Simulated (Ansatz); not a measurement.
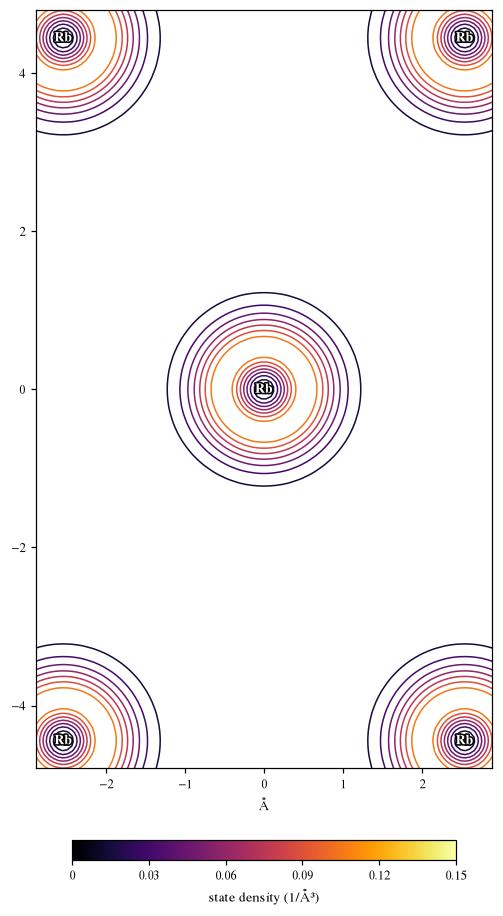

The picture shows: Rb. Density of the Kohn–Sham states from −13.02 to −12.88 eV about the Fermi level (a separate group of bands (semicore or deep states)), scaled to one electron a cell: a map on the (001) plane of the conventional cell.

Space group Cmcm. This isn't the usual form at ambient conditions. The cell comes from a database of computed structures, not from a measurement.

The calculation used DFT PBE, scalar-relativistic, plane waves, PAW (Ansatz 0.2.0).

In a PAW calculation such maps are meaningful between the atoms, not at the nuclei.

```
CELL_PARAMETERS angstrom
5.07635 0.00000 0.00000
0.00000 8.88944 0.00000
0.00000 0.00000 8.44800
ATOMIC_POSITIONS crystal
Rb 0.00000 0.16029 0.25000
Rb 0.50000 0.66029 0.25000
Rb 0.00000 0.83971 0.75000
Rb 0.50000 0.33971 0.75000
```

**Describe these states.**

Projected on a minimal set of atomic orbitals (Löwdin), they are Rb 4p (over 95 %). The group holds 12 electrons when full, in the cell of the calculation (2 atoms). Little of the density lies between the atoms' surroundings.
